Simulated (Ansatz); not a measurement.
# Quasiparticle gap of LaGaO3 (Pnma)

Aim: the quasiparticle gap of LaGaO3 (Pnma), starting from HSE06.

Main program and level: Ansatz 0.2.0; HSE06, then G0W0 on it, plane waves, PAW.

In doubt: masses and optical values from hybrid runs of this build are listed as unsure (step 3), which bears on the screening that GW takes from such a start.

### Step 1. Set-up

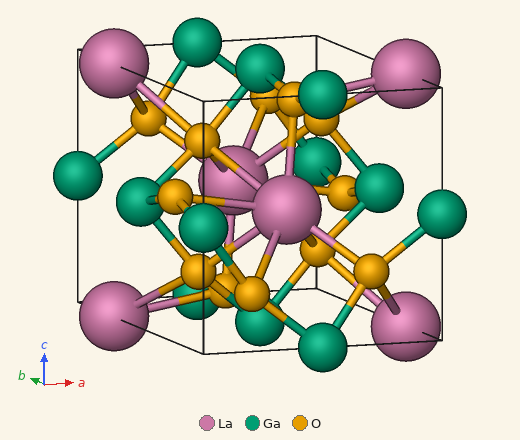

Start, viewed slightly off an axis; lanthanum pink, gallium teal, oxygen orange. Some periodic images of atoms are drawn too.

The cell and positions come from the Crystallography Open Database and are kept as given unless a step says otherwise. Spin-orbit coupling is left out unless a step names it. The default PAW set here is soft_2. Its files were made with PBE.

### Step 2. The starting point: HSE06

HSE06 mixes in a quarter of exact exchange at short range.

This step: DFT, HSE06, plane waves, PAW.

The input, input.yaml:

```yaml
crystal:
  lattice:
    - [5.48589, 0.0, 0.0]
    - [0.0, 7.76421, 0.0]
    - [0.0, 0.0, 5.51395]
  atoms:
    - { symbol: La, position: [0.98, 0.25, 0.005] }
    - { symbol: La, position: [0.02, 0.75, 0.995] }
    - { symbol: La, position: [0.52, 0.75, 0.505] }
    - { symbol: La, position: [0.48, 0.25, 0.495] }
    - { symbol: Ga, position: [0.0, 0.0, 0.5] }
    - { symbol: Ga, position: [0.0, 0.5, 0.5] }
    - { symbol: Ga, position: [0.5, 0.0, 0.0] }
    - { symbol: Ga, position: [0.5, 0.5, 0.0] }
    - { symbol: O, position: [0.513, 0.25, 0.929] }
    - { symbol: O, position: [0.487, 0.75, 0.071] }
    - { symbol: O, position: [0.987, 0.75, 0.429] }
    - { symbol: O, position: [0.013, 0.25, 0.571] }
    - { symbol: O, position: [0.723, 0.0367, 0.281] }
    - { symbol: O, position: [0.277, 0.5367, 0.719] }
    - { symbol: O, position: [0.777, 0.9633, 0.781] }
    - { symbol: O, position: [0.223, 0.4633, 0.219] }
    - { symbol: O, position: [0.277, 0.9633, 0.719] }
    - { symbol: O, position: [0.723, 0.4633, 0.281] }
    - { symbol: O, position: [0.223, 0.0367, 0.219] }
    - { symbol: O, position: [0.777, 0.5367, 0.781] }
kpoints:
  mp_grid: { grid: [4, 2, 4] }
  band_path:
    path:
      - [0.0, 0.0, 0.0]
      - [0.5, 0.0, 0.0]
      - [0.5, 0.5, 0.0]
      - [0.0, 0.5, 0.0]
      - [0.0, 0.0, 0.5]
      - [0.5, 0.0, 0.5]
      - [0.5, 0.5, 0.5]
      - [0.0, 0.5, 0.5]
    npoints: 1
hamiltonian:
  xc: hse06
scf:
  occupations: { method: fixed }
  n_extra_bands: 10
output:
  eigenvalues: true
```

Launch:

```bash
$ ansatz run input.yaml --threads 16 --pin off --max-ram 92160MiB --backend cuda --events-out ev --progress --plain --runs-dir out --devices 1 --max-vram 157GiB
```

Numbers of over 12 decimals in the logs are rounded to 6 here.

Output:

```text
scf.n_extra_bands = 10 over 84 filled bands (N_el = 168.0): the run solves 94 bands
GPUs: using 1 of 1 available (devices: 1).
Engine: ansatz 0.2.0, aarch64-unknown-linux-gnu
Pseudopotentials: kind: paw
Pseudopotential: La, paw, valence charge 11, recommended cutoff 420 eV (normal), La.paw.azcp
Pseudopotential: Ga, paw, valence charge 13, recommended cutoff 420 eV (normal), Ga.paw.azcp
Pseudopotential: O, paw, valence charge 6, recommended cutoff 420 eV (normal), O.paw.azcp
Functional definition: HSE06
  parameter a = 0.25
  parameter omega = 0.11/bohr
  exchange = pbe_x - a*pbe_x_sr(omega) + a*exact_x_sr(omega)
  correlation = pbe_c
davidson cushion auto → on  (no smearing: the cushion is to keep the highest requested band from converging to the state above it; pin scf.eigensolver.cushion to override)
concurrent solve slots: 9 of 16 are kept, ahead of what memory takes: no pass of the eigensolver takes more rounds on 9
[...]
Crystal: 20 atoms, lattice volume = 234.859 Å³
Basis set: ecut = 420 eV, 4557 PW (Γ)
Bands: 94, of which v1, the nominal top of the filled ones, is band 84 counted from 1 (83 counted from 0)
Symmetry: 8 space group operations
Space group: Pnma (ITA 62), of the structure as read, at distance tolerance 6.2e-5 Å
k-points: 18 of 32
Non-local potential: La, projectors of the file, l = 0: 3, l = 1: 2, l = 2: 2, l = 3: 3
Non-local potential: Ga, projectors of the file, l = 0: 2, l = 1: 2, l = 2: 3, l = 3: 1
Non-local potential: O, projectors of the file, l = 0: 2, l = 1: 2, l = 2: 1
PAW form: soft (Blöchl's): semilocal exchange-correlation on the pseudo side does not see the compensation charge
PAW frozen core: La, regenerated for the run's functional, and the local potential with it (the file was generated under x = pbe(κ = 0.804, μ = 0.219515), c = pbe(β = 0.066725))
PAW frozen core: Ga, regenerated for the run's functional, and the local potential with it (the file was generated under x = pbe(κ = 0.804, μ = 0.219515), c = pbe(β = 0.066725))
PAW frozen core: O, regenerated for the run's functional, and the local potential with it (the file was generated under x = pbe(κ = 0.804, μ = 0.219515), c = pbe(β = 0.066725))
PAW one-centre angular grid: La, 590 points (default); XC on 64 Gauss nodes
PAW one-centre angular grid: Ga, 590 points (default); XC on 64 Gauss nodes
PAW one-centre angular grid: O, 110 points (default); XC on 96 Gauss nodes
Initial density: superposition of atomic densities (neutral atoms: chi_scale 0, normalization atom), corrected by the library's trained network
Initial wavefunctions: pseudopotential atomic-orbital guess
[...]
Functional: x = pbe(κ = 0.804, μ = 0.219515), c = pbe(β = 0.066725), warm-up for x = pbe(κ = 0.804, μ = 0.219515) + 0.25 (exact − pbe) at short range (hse, ω = 0.207870 Å⁻¹), c = pbe(β = 0.066725); HSE06 as pw.x's `hse` composes it (authors' and Libxc's form: `xc: wpbeh`)
SCF iter   1: F=—  HF=-46964.823576 eV  |F-HF|=—  |Δ(HF+E_count)|=         —  Δρ=2.46e-3  dr2=4.53e-3  ethr=1.77e-3  ⟨swp⟩=5.0  Hψ=8269  notcnv=0
preconditioner: auto → none  [insulator: Δε(μ)=3.763 eV  Ē_g=14.486 eV  n_scr=66 (ndim 8)  ℏωp=31.4 eV  f_vac=0.000]
SCF iter   2: F=-46964.837152 eV  HF=-46964.836133 eV  |F-HF|=1.02e-3  |Δ(HF+E_count)|=   1.26e-2  Δρ=1.21e-3  dr2=1.02e-3  ethr=2.70e-6  ⟨swp⟩=6.6  Hψ=7387  notcnv=0  defer=11
SCF 1 stopped early in 2 iterations: F = -46964.837152 eV  dr2 = 1.02e-3
  greatest PAW one-centre occupation: 0.998 electrons in one spin orbital (limit 2), on the Ga atom at site 6 (counted from 0), in its partial waves of l = 2
concurrent solve slots: 9 of 16 are kept, ahead of what memory takes: no pass of the eigensolver takes more rounds on 9
[...]
hybrid outer 1: dexx = +1.395e-1 eV, tail = 5.89e-4 eV
[...]
SCF 3 converged in 5 iterations: F = -46983.869669 eV  dr2 = 4.12e-8
[...]
hybrid outer 2: dexx = +1.092e-5 eV, tail = 2.21e-7 eV, Δε = 6.19e-3 eV (about 1.62e-4 eV left of the loop's levels)
[...]
Stability not checked: this state was not tested for a lower state beside it, because the functional holds exact exchange (a hybrid, or Hartree-Fock), whose exchange loop this test does not read (fock_operator; see scf.lower_state_search)
Free energy (F): -46983.869668 eV
Frozen-core exchange: fock
Harris-Foulkes:  -46983.869668 eV  (|F-HF|=2.96e-8)
Internal energy: -46983.869668 eV  (E = F + TS)
E sigma→0 (E₀):  -46983.869668 eV
Fermi energy:    10.156940 eV
--- Per-component energies (eV) ---
  E_band       = -64.204020
  E_kinetic    = 3364.970809
  E_local      = -11803.770489  (includes V_loc(G=0)·N_el)
  E_nonlocal   = 2683.002013
  E_hartree    = 5214.643774
  E_xc         = -1387.064857
  E_vxc        = -1565.673485  (∫ρ·V_xc dr)
  E_exx        = -518.288525  (= α·E_x^exact, valence–valence)
  E_paw        = -31408.690775  (= ΣΔE_a)
  E_vpaw       = -2135.469291  (= ΣTr[D̂ρ^β])
  E_aug_tail   = 0.028838  (compensation charges beyond the density's cutoff)
  E_ewald      = -13128.149273
  E_core_change = -0.551184  (= ΣΔE_core)
  E_smearing   = -0.000000  (= −TS)
  E_closure    = -0.000000  (closes the sum)
  Σ components = -46983.869668   (vs F -46983.869668, Δ=0.00e0)
--- Band table (eV; the first three rows and the last of 18) ---
  k-point 0: bands = ["-21.6772", "-21.5956", "-21.5171", "-21.4580", "-9.5649", "-9.0899", "-8.7121", "-8.5484", "-8.5124", "-8.3416", "-8.1290", "-8.0839", "-8.0621", "-8.0172", "-7.8558", "-7.8185", "-4.9049", "-4.8569", "-4.8086", "-4.5775", "-4.5666", "-4.5620", "-4.5064", "-4.4013", "-4.4006", "-4.2610", "-4.2405", "-4.2339", "-4.2261", "-4.2063", "-4.1933", "-4.1879", "-4.1851", "-4.0715", "-4.0271", "-4.0189" [...]
  k-point 1: bands = ["-21.6528", "-21.5755", "-21.5385", "-21.4771", "-9.4017", "-9.1981", "-9.0901", "-8.4981", "-8.4171", "-8.3061", "-8.2730", "-8.1479", "-7.9856", "-7.9803", "-7.9356", "-7.8784", "-4.7916", "-4.7600", "-4.5781", "-4.5417", "-4.5307", "-4.5078", "-4.4574", "-4.4029", "-4.3383", "-4.2809", "-4.2772", "-4.2516", "-4.2436", "-4.2338", "-4.2193", "-4.2172", "-4.1948", "-4.0653", "-4.0385", "-4.0205" [...]
  k-point 2: bands = ["-21.5956", "-21.5956", "-21.5243", "-21.5243", "-9.2854", "-9.2854", "-8.9614", "-8.9614", "-8.4160", "-8.4160", "-8.1884", "-8.1884", "-7.9519", "-7.9519", "-7.9282", "-7.9282", "-4.6405", "-4.6405", "-4.5994", "-4.5994", "-4.4403", "-4.4403", "-4.3636", "-4.3636", "-4.2694", "-4.2694", "-4.2609", "-4.2609", "-4.2512", "-4.2512", "-4.2105", "-4.2105", "-4.0716", "-4.0716", "-4.0196", "-4.0196" [...]
  k-point 17: bands = ["-21.5570", "-21.5570", "-21.5570", "-21.5570", "-9.2776", "-9.2776", "-9.2776", "-9.2776", "-8.2818", "-8.2818", "-8.2818", "-8.2818", "-7.9222", "-7.9222", "-7.9222", "-7.9222", "-4.5427", "-4.5427", "-4.5427", "-4.5427", "-4.3539", "-4.3539", "-4.3539", "-4.3539", "-4.3025", "-4.3025", "-4.3025", "-4.3025", "-4.2082", "-4.2082", "-4.2082", "-4.2082", "-3.9293", "-3.9293", "-3.9293", "-3.9293 [...]
```

Wall time 25 s (1 × NVIDIA GB200 with 16 threads of Arm Neoverse V2, shared host); peak memory 2.5 GiB.

Numbers from this step:

```
gap                     : 5.535 eV
valence top at          : U
conduction bottom at    : Γ
least direct gap        : 5.606 eV
exact-exchange fraction : 0.25
```

Over mesh and listed points the gap is 5.535 eV, from k = (0.500, 0.000, 0.500) to k = Γ. The least direct gap found is 5.606 eV, at k = Γ.

### Step 3. The quasiparticle correction

G0W0 replaces the xc potential by a self-energy built once from the orbitals of the start. Levels are corrected in the window of bands that the input names, at points of the mesh.

This step: G0W0 on HSE06, plane waves, PAW.

Edit input.yaml of step 2 so:

```diff
@@ -28,19 +28,12 @@
   mp_grid: { grid: [4, 2, 4] }
-  band_path:
-    path:
-      - [0.0, 0.0, 0.0]
-      - [0.5, 0.0, 0.0]
-      - [0.5, 0.5, 0.0]
-      - [0.0, 0.5, 0.0]
-      - [0.0, 0.0, 0.5]
-      - [0.5, 0.0, 0.5]
-      - [0.5, 0.5, 0.5]
-      - [0.0, 0.5, 0.5]
-    npoints: 1
 hamiltonian:
   xc: hse06
+  pseudopotentials: { kind: paw, source: ansatz }
 scf:
   occupations: { method: fixed }
-  n_extra_bands: 10
-output:
-  eigenvalues: true
+gw:
+  n_empty_bands: 1508
+  ecut_chi: 200.0
+  qp_bands: [v4, c4]
+  qp_kpoints: band_edges
+  screening: { model: contour_deformation }
```

Output:

```text
GPUs: using 1 of 1 available (devices: 1).
[...]
Crystal: 20 atoms, lattice volume = 234.859 Å³
Basis set: ecut = 1020 eV, 17373 PW (Γ)
Bands: 120, of which v1, the nominal top of the filled ones, is band 100 counted from 1 (99 counted from 0)
Symmetry: 8 space group operations
[...]
k-points: 18 of 32
[...]
SCF iter   1: F=—  HF=-65607.280007 eV  |F-HF|=—  |Δ(HF+E_count)|=         —  Δρ=9.52e-2  dr2=1.33e1  ethr=1.00e-1  ⟨swp⟩=3.4  Hψ=6405  notcnv=0
[...]
SCF iter   2: F=—  HF=-65605.495880 eV  |F-HF|=—  |Δ(HF+E_count)|=    1.78e0  Δρ=5.25e-2  dr2=4.29e0  ethr=6.64e-3  ⟨swp⟩=4.3  Hψ=7430  notcnv=0
[...]
SCF iter   6: F=-65604.548684 eV  HF=-65604.548806 eV  |F-HF|=1.22e-4  |Δ(HF+E_count)|=   3.38e-4  Δρ=5.60e-4  dr2=3.58e-4  ethr=1.72e-6  ⟨swp⟩=4.0  Hψ=6522  notcnv=0
SCF 1 stopped early in 6 iterations: F = -65604.548684 eV  dr2 = 3.58e-4
[...]
hybrid outer 1: dexx = +1.448e-1 eV, tail = 2.17e-4 eV
[...]
SCF 3 converged in 4 iterations: F = -65623.792352 eV  dr2 = 1.04e-8
[...]
10   104     18.0560   -12.0778    -5.3912   -18.7062  0.8317    19.3049    19.2932  root
    11    97     10.4922   -26.7103     3.8606   -22.6574  0.7952    10.2997    10.3000  root
    11    98     10.4922   -26.7103     3.8606   -22.6574  0.7952    10.2997    10.3000  root
    11    99     10.5977   -26.2826     3.8492   -22.2316  0.7950    10.3957    10.3960  root
    11   100     10.5977   -26.2826     3.8492   -22.2316  0.7950    10.3957    10.3960  root
    11   101     18.0372   -11.5696    -5.4506   -18.2410  0.8330    19.2695    19.2579  root
    11   102     18.0372   -11.5696    -5.4506   -18.2410  0.8330    19.2695    19.2579  root
    11   103     18.1869   -12.9560    -5.8774   -20.4069  0.8258    19.7820    19.7604  root
    11   104     18.1869   -12.9560    -5.8774   -20.4069  0.8258    19.7820    19.7604  root
    12    97     10.2286   -26.6378     3.8872   -22.5396  0.7948    10.0173    10.0176  root
    12    98     10.2286   -26.6378     3.8872   -22.5396  0.7948    10.0173    10.0176  root
    12    99     10.5936   -26.3368     3.8442   -22.2981  0.7948    10.3989    10.3993  root
    12   100     10.5936   -26.3368     3.8442   -22.2981  0.7948    10.3989    10.3993  root
    12   101     17.8716   -11.2544    -5.1413   -17.4464  0.8348    18.9303    18.9224  root
    12   102     17.8716   -11.2544    -5.1413   -17.4464  0.8348    18.9303    18.9224  root
    12   103     18.2148   -12.7018    -5.7961   -20.0107  0.8277    19.7472    19.7277  root
    12   104     18.2148   -12.7018    -5.7961   -20.0107  0.8277    19.7472    19.7277  root
    13    97     10.3812   -27.7228     3.8049   -23.7084  0.7989    10.1714    10.1717  root
    13    98     10.3812   -27.7228     3.8049   -23.7084  0.7989    10.1714    10.1717  root
    13    99     10.5745   -26.2393     3.9046   -22.1388  0.7938    10.3783    10.3786  root
    13   100     10.5745   -26.2393     3.9046   -22.1388  0.7938    10.3783    10.3786  root
    13   101     18.0907   -11.5901    -5.3247   -18.0650  0.8325    19.2511    19.2410  root
    13   102     18.0907   -11.5901    -5.3247   -18.0650  0.8325    19.2511    19.2410  root
    13   103     18.3295   -14.0264    -6.1447   -21.9754  0.8215    20.1640    20.1337  root
    13   104     18.3295   -14.0264    -6.1447   -21.9754  0.8215    20.1640    20.1337  root
    14    97     10.5177   -28.1696     3.7863   -24.1786  0.8002    10.3127    10.3131  root
    14    98     10.5177   -28.1696     3.7863   -24.1786  0.8002    10.3127    10.3131  root
    14    99     10.7497   -26.3245     3.8882   -22.2457  0.7942    10.5589    10.5593  root
    14   100     10.7497   -26.3245     3.8882   -22.2457  0.7942    10.5589    10.5593  root
    14   101     18.4119   -13.3702    -5.8906   -20.8525  0.8217    20.0264    20.0035  root
    14   102     18.4119   -13.3702    -5.8906   -20.8525  0.8217    20.0264    20.0035  root
    14   103     18.5147   -17.0906    -7.3632   -27.0717  0.8062    21.2151    21.1326  root
    14   104     18.5147   -17.0906    -7.3632   -27.0717  0.8062    21.2151    21.1326  root
    15    97     10.4373   -26.1527     3.8471   -22.0966  0.7946    10.2279    10.2282  root
    15    98     10.4373   -26.1527     3.8471   -22.0966  0.7946    10.2279    10.2282  root
    15    99     10.4373   -26.1527     3.8471   -22.0966  0.7946    10.2279    10.2282  root
    15   100     10.4373   -26.1527     3.8471   -22.0966  0.7946    10.2279    10.2282  root
    15   101     18.0655   -12.2516    -5.6051   -19.2227  0.8298    19.4465    19.4314  root
    15   102     18.0655   -12.2516    -5.6051   -19.2227  0.8298    19.4465    19.4314  root
    15   103     18.0655   -12.2516    -5.6051   -19.2227  0.8298    19.4465    19.4314  root
[...]
16   101     18.2008   -13.3602    -5.9812   -21.0020  0.8241    19.8860    19.8614  root
    16   102     18.2008   -13.3602    -5.9812   -21.0020  0.8241    19.8860    19.8614  root
    16   103     18.2008   -13.3602    -5.9812   -21.0020  0.8241    19.8860    19.8614  root
    16   104     18.2008   -13.3602    -5.9812   -21.0020  0.8241    19.8860    19.8614  root
    17    97     10.4607   -26.2206     3.8858   -22.1307  0.7943    10.2561    10.2565  root
    17    98     10.4607   -26.2206     3.8858   -22.1307  0.7943    10.2561    10.2565  root
    17    99     10.4607   -26.2206     3.8858   -22.1307  0.7943    10.2561    10.2565  root
    17   100     10.4607   -26.2206     3.8858   -22.1307  0.7943    10.2561    10.2565  root
    17   101     18.3436   -14.5721    -6.4000   -22.9415  0.8177    20.3514    20.3129  root
    17   102     18.3436   -14.5721    -6.4000   -22.9415  0.8177    20.3514    20.3129  root
    17   103     18.3436   -14.5721    -6.4000   -22.9415  0.8177    20.3514    20.3129  root
    17   104     18.3436   -14.5721    -6.4000   -22.9415  0.8177    20.3514    20.3129  root
```

The job ended after 13 min (1 × NVIDIA GB200 with 16 threads; peak memory 18 GiB).

The column dr2 measures how far the density is from self-consistency, as an energy; F and HF (Harris–Foulkes) agree once it is small.

This step gave:

```
bands summed                                    : 1608
RPA ε∞ on this mesh (eigenvalues)               : 3.792, 3.803, 3.892
plane waves in the screening matrix             : 1489
q-points in the mesh                            : 32
G0W0 gap over the corrected points              : 6.331 eV
k of the valence top                            : -0.5, 0, -0.5
k of the conduction bottom                      : 0, 0, 0
starting gap on the mesh                        : 5.557 eV
Z at the valence top                            : 0.7942
Z at the conduction bottom                      : 0.8459
least direct G0W0 gap over the corrected points : 6.396 eV
```

Over all 18 irreducible mesh points the G0W0 gap is 6.331 eV, from k = (-0.500, 0.000, -0.500) to k = Γ. The HSE06 gap of this run on the mesh is 5.557 eV. The two states that bound the G0W0 gap lie that far apart at the start, so the correction of the gap is 6.331 − 5.557 = +0.774 eV. The start of this run differs from the step before in files (soft_2 PAW and hard PAW) and plane-wave cutoff (420 eV and 1020 eV).

Labels follow the order of the start: v1 is the top filled band, c1 the lowest empty one; levels that stay degenerate share a row, the window can cut a multiplet, doubted levels are not marked in this list, bands outside the window were not corrected, and the list may be a part of the corrected levels. Levels before and after the correction, in eV, zero at the valence-band top of each column:

|  | conduction bottom | valence top |
| --- | --- | --- |
| HSE06 | 5.56 | 0.00 |
| G0W0 | 6.33 | 0.00 |

|  | level | occupation | energy (eV) |
| --- | --- | --- | --- |
| HSE06 | Γ v3 | 2 | -0.184 |
| HSE06 | Γ v2 | 2 | -0.107 |
| HSE06 | Γ v1 | 2 | -0.073 |
| HSE06 | Γ c1 | 0 | 5.557 |
| HSE06 | Γ c2 | 0 | 6.179 |
| HSE06 | Γ c3 | 0 | 6.589 |
| HSE06 | (-0.5 0 -0.5) v3 | 2 | -0.232 |
| HSE06 | (-0.5 0 -0.5) v2-v1 | 2 | 0.000 |
| HSE06 | (-0.5 0 -0.5) c1-c2 | 0 | 7.662 |
| HSE06 | (-0.5 0 -0.5) c3 | 0 | 7.765 |
| G0W0 | Γ v3 | 2 | -0.178 |
| G0W0 | Γ v2 | 2 | -0.097 |
| G0W0 | Γ v1 | 2 | -0.064 |
| G0W0 | Γ c1 | 0 | 6.331 |
| G0W0 | Γ c2 | 0 | 6.795 |
| G0W0 | Γ c3 | 0 | 7.464 |
| G0W0 | (-0.5 0 -0.5) v3 | 2 | -0.246 |
| G0W0 | (-0.5 0 -0.5) v2-v1 | 2 | 0.000 |
| G0W0 | (-0.5 0 -0.5) c1-c2 | 0 | 9.444 |
| G0W0 | (-0.5 0 -0.5) c3 | 0 | 10.573 |

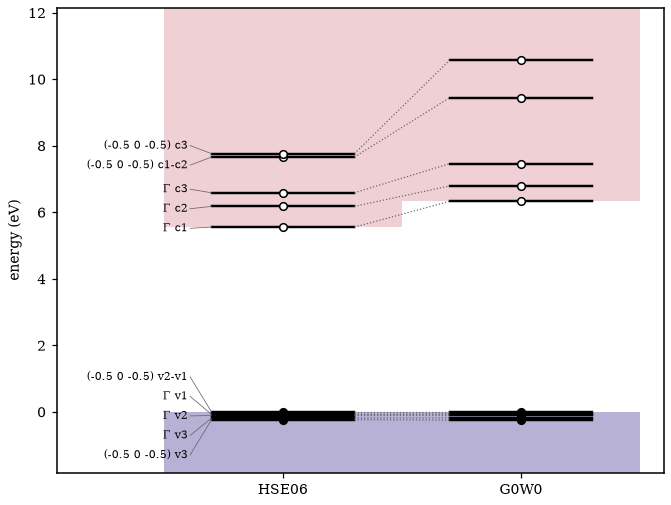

Levels before and after the correction. Shaded: valence and conduction bands. Filled marks are occupied levels, open marks empty ones.

The parts of the quasiparticle energy for the two states that bound the G0W0 gap, in eV on the run's own scale (QP = start + Σx + Σc − Vxc, with Σc at the quasiparticle energy):

| edge | k | band | start | Σx | Σc | Vxc | Z | QP |
| --- | --- | --- | --- | --- | --- | --- | --- | --- |
| valence top | (-0.500, 0.000, -0.500) | 99 | 10.750 | −26.325 | 3.888 | −22.246 | 0.794 | 10.559 |
| conduction bottom | Γ | 101 | 16.306 | −13.026 | −3.997 | −17.607 | 0.846 | 16.890 |

For a hybrid start, Vxc holds its share of exact exchange.

(Part 1 of 2 ends here.)

[Paths, hosts, dates, memory and timing lines, banners, echoed tables and standing remarks are left out of the program output.]

[Logs are printed without paths, hosts, clocks, repeated set-up lines and the standing remarks that a program may print on its own settings, such as how far it seeks lower states.]

[Runs of the session that timed out or met a known fault of the program may be left out.]

[Cells called generated may have been cut or substituted from an entry of the Crystallography Open Database or the Materials Project.]

[Hosts, paths, dates, database ids (printed as entryN), source tags and the programs' standing remarks are cut or masked in the printed files.]

[Where an RPA ε∞ is given, it is that of the G0W0 mesh and is not shown converged in it. Names of k-points follow the symmetry that the program found, which can be lower than the space group named. Band edges on a path are those of the sampled points; other points can move an edge, and change direct to indirect where valleys lie close.]

[Hybrid gaps are those of their k-mesh and are not shown converged in it.]
